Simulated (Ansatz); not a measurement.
**TaN: single-point calculation (part 2 of 3)**

Continued. System: TaN (4 atoms in the cell). Method: DFT PBEsol+U, scalar-relativistic, plane waves, PAW, Ueff = 6 eV on Ta atom 1 d; Ueff = 6 eV on Ta atom 2 d, spin-polarised (Ansatz 0.2.0); cutoff 420 eV, 7×7×4 k-mesh, Gaussian smearing of 0.05 eV, collinear spins. The structure derives from an entry of the Crystallography Open Database. It belongs to a series of runs on one base structure; here: antiferromagnetic start, free.

Geometry of the input (Å; fractional positions):
```
3.0500  0.0000  0.0000
-1.5250  2.6414  0.0000
0.0000  0.0000  4.9400
Ta 0.3333  0.6667  0.0000
Ta 0.6667  0.3333  0.5000
N  0.3333  0.6667  0.3850
N  0.6667  0.3333  0.8850
```

## Log, continued
```
SCF iter   1: F=—  HF=-20349.272898 eV  |F-HF|=—  |Δ(HF+E_count)|=         —  Δρ=1.05e-1 (↑1.05e-1 ↓1.05e-1)  dr2=9.40e0  dr2_m=1.75e0  M=0.000 μB ∫|m|=1.748 μB  β_m=0.30  ethr=3.10e-3  ⟨swp⟩=6.0  Hψ=6346  notcnv=0
preconditioner: auto → Kerker (q_TF=auto, 2.683 Å⁻¹)  [metal: Δε(μ)=0.021 eV  Ē_g=13.143 eV  σ=0.050 eV  W_gap=0.24  n_scr=10 (ndim 8)  ℏωp=26.3 eV  f_vac=0.000  D(μ)=2.96/eV (n_scr^D=34)]
spin=Collinear: Kerker preconditioning applied to the charge; magnetization (m = ρ↑ − ρ↓) channel mixes plain (no charge-response kernel on spin).
SCF iter   2: F=—  HF=-20347.702785 eV  |F-HF|=—  |Δ(HF+E_count)|=    1.57e0  Δρ=6.54e-2 (↑6.54e-2 ↓6.54e-2)  dr2=2.89e0  dr2_m=8.84e-1  M=-0.000 μB ∫|m|=1.743 μB  β_m=0.30  ethr=3.10e-3  ⟨swp⟩=2.0  Hψ=2598  notcnv=0  defer=90
preconditioner: auto → none  [insulator: Δε(μ)=0.063 eV  Ē_g=12.621 eV  σ=0.050 eV  W_gap=0.51  n_scr=10 (ndim 8)  ℏωp=26.3 eV  f_vac=0.000  D(μ)=2.99/eV (n_scr^D=34)  ε∞_Penn≈5.4]
SCF iter   3: F=—  HF=-20347.093580 eV  |F-HF|=—  |Δ(HF+E_count)|=   6.09e-1  Δρ=3.82e-2 (↑3.82e-2 ↓3.82e-2)  dr2=1.55e-1  dr2_m=4.52e-1  M=0.000 μB ∫|m|=1.707 μB  β_m=0.30  ethr=3.10e-3  ⟨swp⟩=3.0  Hψ=2261  notcnv=0  defer=90
SCF iter   4: F=—  HF=-20347.147277 eV  |F-HF|=—  |Δ(HF+E_count)|=   5.37e-2  Δρ=2.60e-2 (↑2.60e-2 ↓2.60e-2)  dr2=8.39e-3  dr2_m=2.42e-1  M=0.000 μB ∫|m|=1.659 μB  β_m=0.30  ethr=4.31e-4  ⟨swp⟩=3.1  Hψ=2757  notcnv=0  defer=90
SCF iter   5: F=—  HF=-20347.187121 eV  |F-HF|=—  |Δ(HF+E_count)|=   3.98e-2  Δρ=1.86e-2 (↑1.86e-2 ↓1.86e-2)  dr2=2.14e-3  dr2_m=1.25e-1  M=-0.000 μB ∫|m|=1.647 μB  β_m=0.30  ethr=2.33e-5  ⟨swp⟩=2.5  Hψ=1879  notcnv=0  defer=90
SCF iter   6: F=—  HF=-20347.207800 eV  |F-HF|=—  |Δ(HF+E_count)|=   2.07e-2  Δρ=1.34e-2 (↑1.34e-2 ↓1.32e-2)  dr2=1.39e-4  dr2_m=6.44e-2  M=0.000 μB ∫|m|=1.641 μB  β_m=0.30  ethr=5.96e-6  ⟨swp⟩=2.0  Hψ=2034  notcnv=0  defer=90
SCF iter   7: F=—  HF=-20347.218929 eV  |F-HF|=—  |Δ(HF+E_count)|=   1.11e-2  Δρ=9.59e-3 (↑9.56e-3 ↓9.59e-3)  dr2=2.24e-5  dr2_m=3.34e-2  M=0.000 μB ∫|m|=1.635 μB  β_m=0.30  ethr=3.86e-7  ⟨swp⟩=2.4  Hψ=2332  notcnv=0  defer=90
Mixer restart at iter 7: flushing history
spin-set hold released at iteration 7 (site moments contracting): the magnetisation degrees of freedom join the quasi-Newton model from the next iteration; the mixer history was flushed
SCF iter   8: F=—  HF=-20347.224843 eV  |F-HF|=—  |Δ(HF+E_count)|=   5.91e-3  Δρ=6.91e-3 (↑6.91e-3 ↓6.89e-3)  dr2=1.22e-5  dr2_m=1.74e-2  M=0.000 μB ∫|m|=1.630 μB  β_m=0.65  ethr=6.23e-8  ⟨swp⟩=3.1  Hψ=2647  notcnv=0  defer=90
SCF iter   9: F=—  HF=-20347.231746 eV  |F-HF|=—  |Δ(HF+E_count)|=   6.90e-3  Δρ=4.31e-4 (↑3.27e-4 ↓4.31e-4)  dr2=7.14e-4  dr2_m=1.65e-5  M=0.000 μB ∫|m|=1.620 μB  β_m=0.65  ethr=3.39e-8  ⟨swp⟩=3.8  Hψ=3371  notcnv=0  defer=90
Mixer restart at iter 9: flushing history
SCF iter  10: F=—  HF=-20347.256756 eV  |F-HF|=—  |Δ(HF+E_count)|=         —  Δρ=4.46e-4 (↑3.00e-4 ↓4.46e-4)  dr2=7.00e-4  dr2_m=1.58e-5  M=0.000 μB ∫|m|=1.618 μB  β_m=0.65  ethr=3.39e-8  ⟨swp⟩=2.0  Hψ=1802  notcnv=0  defer=90
SCF iter  11: F=—  HF=-20352.475895 eV  |F-HF|=—  |Δ(HF+E_count)|=    5.22e0  Δρ=1.51e-2 (↑1.51e-2 ↓1.45e-2)  dr2=1.66e-1  dr2_m=3.77e-2  M=0.002 μB ∫|m|=1.106 μB  β_m=0.10  ethr=3.39e-8  ⟨swp⟩=6.0  Hψ=5903  notcnv=0  defer=90
SCF iter  12: F=—  HF=-20352.863916 eV  |F-HF|=—  |Δ(HF+E_count)|=   3.88e-1  Δρ=1.17e-2 (↑1.17e-2 ↓1.17e-2)  dr2=4.94e-2  dr2_m=3.55e-2  M=0.000 μB ∫|m|=1.014 μB  β_m=0.08  ethr=3.39e-8  ⟨swp⟩=4.4  Hψ=4558  notcnv=0  defer=90
SCF iter  13: F=—  HF=-20353.198284 eV  |F-HF|=—  |Δ(HF+E_count)|=   3.34e-1  Δρ=9.39e-3 (↑9.21e-3 ↓9.39e-3)  dr2=8.06e-3  dr2_m=2.76e-2  M=-0.000 μB ∫|m|=0.909 μB  β_m=0.21  ethr=3.39e-8  ⟨swp⟩=5.2  Hψ=4518  notcnv=0  defer=90
SCF iter  14: F=—  HF=-20353.844348 eV  |F-HF|=—  |Δ(HF+E_count)|=   6.46e-1  Δρ=7.16e-3 (↑6.17e-3 ↓7.16e-3)  dr2=2.03e-2  dr2_m=1.41e-2  M=0.003 μB ∫|m|=0.667 μB  β_m=0.42  ethr=3.39e-8  ⟨swp⟩=5.1  Hψ=4680  notcnv=0  defer=90
SCF iter  15: F=—  HF=-20354.348208 eV  |F-HF|=—  |Δ(HF+E_count)|=   5.04e-1  Δρ=3.46e-3 (↑2.78e-3 ↓3.46e-3)  dr2=9.10e-3  dr2_m=2.00e-3  M=-0.002 μB ∫|m|=0.206 μB  β_m=0.42  ethr=3.39e-8  ⟨swp⟩=5.5  Hψ=5241  notcnv=0  defer=94
SCF iter  16: F=—  HF=-20354.349713 eV  |F-HF|=—  |Δ(HF+E_count)|=   1.51e-3  Δρ=1.90e-3 (↑1.90e-3 ↓1.78e-3)  dr2=1.14e-3  dr2_m=9.16e-4  M=0.001 μB ∫|m|=0.163 μB  β_m=0.71  ethr=3.39e-8  ⟨swp⟩=3.7  Hψ=3657  notcnv=0  defer=92
SCF iter  17: F=—  HF=-20354.353247 eV  |F-HF|=—  |Δ(HF+E_count)|=   3.53e-3  Δρ=1.26e-3 (↑6.86e-4 ↓1.26e-3)  dr2=2.68e-3  dr2_m=1.01e-4  M=0.002 μB ∫|m|=0.110 μB  β_m=0.62  ethr=3.39e-8  ⟨swp⟩=4.1  Hψ=3609  notcnv=0  defer=92
SCF iter  18: F=—  HF=-20354.353153 eV  |F-HF|=—  |Δ(HF+E_count)|=   9.44e-5  Δρ=6.51e-4 (↑6.51e-4 ↓4.07e-4)  dr2=4.38e-4  dr2_m=6.28e-5  M=0.000 μB ∫|m|=0.099 μB  β_m=0.68  ethr=3.39e-8  ⟨swp⟩=4.2  Hψ=3500  notcnv=0  defer=92
SCF iter  19: F=—  HF=-20354.353595 eV  |F-HF|=—  |Δ(HF+E_count)|=   4.43e-4  Δρ=3.81e-4 (↑2.97e-4 ↓3.81e-4)  dr2=1.11e-4  dr2_m=3.45e-5  M=0.001 μB ∫|m|=0.084 μB  β_m=0.84  ethr=3.39e-8  ⟨swp⟩=3.0  Hψ=2707  notcnv=0  defer=92
SCF iter  20: F=—  HF=-20354.354081 eV  |F-HF|=—  |Δ(HF+E_count)|=   4.86e-4  Δρ=2.95e-4 (↑2.95e-4 ↓2.04e-4)  dr2=8.67e-5  dr2_m=1.25e-5  M=0.000 μB ∫|m|=0.054 μB  β_m=0.86  ethr=3.39e-8  ⟨swp⟩=3.1  Hψ=2687  notcnv=0  defer=92
SCF iter  21: F=—  HF=-20354.354273 eV  |F-HF|=—  |Δ(HF+E_count)|=   1.92e-4  Δρ=1.56e-4 (↑1.56e-4 ↓1.18e-4)  dr2=1.92e-5  dr2_m=3.76e-6  M=0.000 μB ∫|m|=0.032 μB  β_m=0.82  ethr=3.39e-8  ⟨swp⟩=3.1  Hψ=2590  notcnv=0  defer=92
SCF iter  22: F=—  HF=-20354.354317 eV  |F-HF|=—  |Δ(HF+E_count)|=   4.45e-5  Δρ=1.11e-4 (↑6.84e-5 ↓1.11e-4)  dr2=5.85e-6  dr2_m=2.03e-6  M=0.000 μB ∫|m|=0.020 μB  β_m=0.90  ethr=3.39e-8  ⟨swp⟩=2.4  Hψ=2300  notcnv=0  defer=93
SCF iter  23: F=—  HF=-20354.354338 eV  |F-HF|=—  |Δ(HF+E_count)|=   2.08e-5  Δρ=6.36e-5 (↑6.28e-5 ↓6.36e-5)  dr2=2.39e-6  dr2_m=8.45e-7  M=0.000 μB ∫|m|=0.010 μB  β_m=0.95  ethr=1.62e-8  ⟨swp⟩=2.6  Hψ=2329  notcnv=0  defer=94
SCF iter  24: F=—  HF=-20354.354348 eV  |F-HF|=—  |Δ(HF+E_count)|=   9.60e-6  Δρ=7.52e-5 (↑7.52e-5 ↓5.85e-5)  dr2=1.12e-5  dr2_m=1.77e-7  M=-0.000 μB ∫|m|=0.004 μB  β_m=0.74  ethr=6.65e-9  ⟨swp⟩=3.0  Hψ=2464  notcnv=0  defer=94  recentre
SCF iter  25: F=—  HF=-20354.354347 eV  |F-HF|=—  |Δ(HF+E_count)|=   3.67e-7  Δρ=4.30e-5 (↑2.15e-5 ↓4.30e-5)  dr2=6.55e-6  dr2_m=7.31e-8  M=-0.000 μB ∫|m|=0.003 μB  β_m=0.57  ethr=6.65e-9  ⟨swp⟩=2.6  Hψ=2443  notcnv=0  defer=94
iter 26 did not close the SCF: its close was put off for a magnetic moment that had not settled (scf_convergence_deferred on its scf_iter line)
SCF iter  26: F=-20354.354347 eV  HF=-20354.354347 eV  |F-HF|=1.14e-8  |Δ(HF+E_count)|=   3.05e-7  Δρ=8.64e-6 (↑8.54e-6 ↓8.64e-6)  dr2=8.09e-8  dr2_m=1.50e-8  M=-0.000 μB ∫|m|=0.000 μB  β_m=0.62  ethr=2.78e-10  ⟨swp⟩=12.7  Hψ=9891  notcnv=0
iter 27 did not close the SCF: its close was put off for a magnetic moment that had not settled (scf_convergence_deferred on its scf_iter line)
SCF iter  27: F=-20354.354347 eV  HF=-20354.354347 eV  |F-HF|=2.11e-8  |Δ(HF+E_count)|=   7.46e-8  Δρ=5.17e-6 (↑5.17e-6 ↓3.46e-6)  dr2=3.46e-8  dr2_m=3.75e-9  M=-0.000 μB ∫|m|=0.000 μB  β_m=0.57  ethr=2.25e-10  ⟨swp⟩=6.0  Hψ=7736  notcnv=0
iter 28 did not close the SCF: its close was put off for a magnetic moment that had not settled (scf_convergence_deferred on its scf_iter line)
SCF iter  28: F=-20354.354347 eV  HF=-20354.354347 eV  |F-HF|=2.10e-9  |Δ(HF+E_count)|=   4.35e-9  Δρ=3.26e-6 (↑2.10e-6 ↓3.26e-6)  dr2=7.59e-9  dr2_m=1.90e-9  M=-0.000 μB ∫|m|=0.000 μB  β_m=0.59  ethr=9.60e-11  ⟨swp⟩=5.9  Hψ=7523  notcnv=0
iter 29 did not close the SCF: its close was put off for a magnetic moment that had not settled (scf_convergence_deferred on its scf_iter line)
SCF iter  29: F=-20354.354347 eV  HF=-20354.354347 eV  |F-HF|=7.09e-10  |Δ(HF+E_count)|=   5.07e-9  Δρ=1.21e-6 (↑1.02e-6 ↓1.21e-6)  dr2=4.68e-10  dr2_m=4.04e-10  M=-0.000 μB ∫|m|=0.000 μB  β_m=0.77  ethr=2.11e-11  ⟨swp⟩=5.3  Hψ=6809  notcnv=0
SCF iter  30: F=-20354.354347 eV  HF=-20354.354347 eV  |F-HF|=4.37e-11  |Δ(HF+E_count)|=   1.76e-9  Δρ=3.44e-7 (↑2.67e-7 ↓3.44e-7)  dr2=4.98e-11  dr2_m=2.64e-11  M=-0.000 μB ∫|m|=0.000 μB  ethr=1.30e-12  ⟨swp⟩=4.9  Hψ=6649  notcnv=0
WARN: the starting moments were not kept: the SCF closed with an absolute magnetisation of 2.2e-5 μB, where they sum to 4 μB in size (2 sites). That is at most 0.1 of that sum. Measured as dr2_m measures the in/out step, that magnetisation stands 5.5e-11 eV from none, at or under the dr2_threshold of 1.0e-7 eV: it is no larger than a step whose dr2_m would equal this threshold. The system may hold no moment; this SCF shows only that its start led to no more than that. To try another start: raise the starting moments (crystal.atoms[].spin, magnetization.per_species, magnetization.initial_magnetization, or on a non-collinear deck that types none of these the spinor_matrix: blocks that start its atoms; where the total moment is fixed, keep their sum and leave initial_magnetization as it is; typed ones take the place of any that the run laid by itself, positive ones on a crystal's lanthanoids without a Hubbard term where scf.initial_density.shell_occupations: [] is typed) or, if the notice of its spin-set hold's release reads "site moments contracting" or "site moments show no strong build", lengthen the hold (scf.mixing.spin_hold: { on: { confirm: 4 } }; for m-r²SCAN on two components see the key's manual first). Each may lead to a state that holds a moment. A second SCF, from the converged charge density, with the starting moments and any scf.initial_density.shell_occupations laid on it anew, would have followed, and was not run: the deck does not ask for one (magnetization.retry_lost_moments is false, the default). To let it run, set magnetization.retry_lost_moments: true and run the deck again, where that key's refused combinations let it; where memory then withholds it, that run's warning says so.
WARN: hamiltonian.hubbard: on 2 of 4 specified blocks the occupation matrix of this SCF's result fails the test of the specified filling. At site 0 ↑ (sites count from 0 in the list of atoms of the cell that this SCF solves) the least filled combination of the orbitals specified full has occupation 0.458, and the fullest combination of the orbitals specified empty has occupation 0.430; the filling counts as kept where the first is at least 0.75 and exceeds the second by more than 0.25. The same holds at site 1 ↓. The state of this SCF's result may not hold the specified filling, though these bounds can also misjudge a state that does. This warning does not say which state is lower in energy, or whether the specified filling is a self-consistent state at all; see hamiltonian.hubbard.sites[].starting_ns, Limitations, and scf.initial_density.shell_occupations in the input reference
SCF 1 converged in 30 iterations: F = -20354.354347 eV  dr2 = 4.98e-11
  greatest PAW one-centre occupation: 1.000 electrons in one spin orbital (limit 2), on the Ta atom at site 0 (counted from 0), in its partial waves of l = 0
```

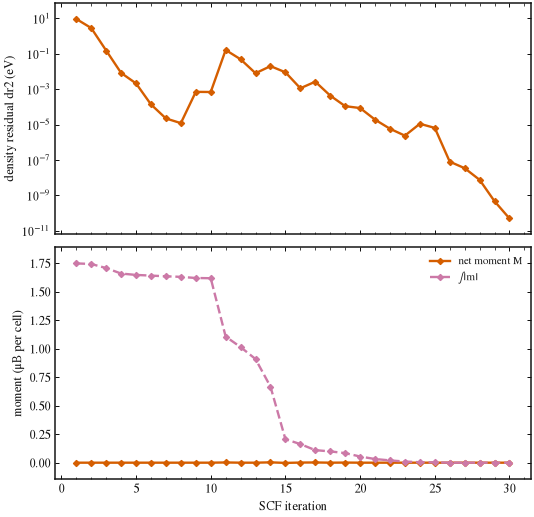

Figure 1. Convergence of the self-consistent field: density residual dr2 and magnetic moment against the SCF iteration. The residual falls unevenly and jumps up by a factor of two or more 5 times on the way down. The net moment stays at 0.0 μB per cell, and ∫|m| falls to zero.

```
SCF converged after 30 iterations
Magnetization: -0.0000 μB (18.0000 up, 18.0000 down)
Absolute magnetization: 0.0000 μB (∫|ρ↑−ρ↓|, with the PAW one-centre terms)
Spin contamination: 0.0000 ħ² per cell (⟨S²⟩ above its minimum at these occupations)
Per-site moments (μB) at R_I (Å): [(-2.9640916131899176e-6, 0.7632448712597455), (-4.480242840745896e-7, 0.7632448712597455), (-2.624960696358847e-7, 0.7632448712597455), (1.3959535925403681e-6, 0.7632448712597455)]
Free energy (F): -20354.354347 eV
Harris-Foulkes:  -20354.354347 eV  (|F-HF|=4.37e-11)
Internal energy: -20354.352213 eV  (E = F + TS)
E sigma→0 (E₀):  -20354.353280 eV
Entropy (-TS):   -0.002134 eV (-0.534 meV/atom)
Fermi energy:    23.065869 eV
--- Per-component energies (eV) ---
  E_band       = -48.536886
  E_kinetic    = 1043.010270
  E_local      = -1348.390592  (includes V_loc(G=0)·N_el)
  E_nonlocal   = 139.161288
  E_hartree    = 484.682762
  E_xc         = -565.483730
  E_vxc        = -575.703033  (∫ρ·V_xc dr)
  E_hubbard    = 14.142156  (on-site DFT+U / exact-exchange correction)
  E_vhub       = 4.384492  (the Hubbard potential's part of the band-sum identity)
  E_paw        = -16799.645534  (= ΣΔE_a)
  E_vpaw       = -280.365219  (= ΣTr[D̂ρ^β])
  E_aug_tail   = 0.000587  (compensation charges beyond the density's cutoff)
  E_ewald      = -3322.312910
  E_core_change = 0.483491  (= ΣΔE_core)
  E_smearing   = -0.002134  (= −TS)
  E_closure    = 0.000000  (closes the sum)
  Σ components = -20354.354347   (vs F -20354.354347, Δ=0.00e0)
--- Specified on-site occupations, and those of the state reported ---
  electrons in the specified blocks: 4.2000 specified, 7.9666 found
  site 0 (l=d) ↑: largest change of an orbital's occupation 0.5116; electrons 2.0000 specified, 1.9916 found; spectral distance 0.9350
  site 1 (l=d) ↓: largest change of an orbital's occupation 0.5116; electrons 2.0000 specified, 1.9917 found; spectral distance 0.9350
  site 0 (l=d) ↓: largest change of an orbital's occupation 0.4385; electrons 0.1000 specified, 1.9917 found; spectral distance 0.8576
  site 1 (l=d) ↑: largest change of an orbital's occupation 0.4385; electrons 0.1000 specified, 1.9917 found; spectral distance 0.8576
--- Forces (eV/Å), atoms counted from 1 ---
  atom   1  Ta    -0.00000000     0.00000000     2.27030274
  atom   2  Ta     0.00000000     0.00000000     2.27031930
  atom   3  N      0.00000000     0.00000000    -2.27030720
  atom   4  N     -0.00000000     0.00000000    -2.27031218
  max |Σ_I F_I| component: 2.66e-6 eV/Å
--- Stress (GPa, compression-positive) ---
      138.437047       0.000000       0.000000
        0.000000     138.437047       0.000000
        0.000000       0.000000     120.779978
  P = ⅓ Tr σ = 132.5514 GPa (1325.514 kbar)
--- Band table (eV; the first three rows and the last of 56) ---
  k-point 0 ↑: bands = ["-45.8949", "-45.7870", "-13.6706", "-12.5487", "-12.5487", "-12.3582", "-12.3582", "-12.3260", "3.4759", "5.2176", "13.9269", "13.9269", "14.3182", "14.9525", "14.9525", "15.0936", "22.2559", "22.6556", "22.6556", "24.8833", "25.9086", "25.9086", "27.2428", "28.1668"]
  k-point 1 ↑: bands = ["-45.8806", "-45.8032", "-13.4920", "-12.5438", "-12.5210", "-12.5210", "-12.3863", "-12.3863", "3.8506", "5.1036", "13.9236", "14.0333", "14.0333", "14.3935", "14.7516", "14.7516", "23.0659", "23.2172", "23.2172", "25.3245", "25.8452", "25.8452", "27.9791", "28.4620"]
```
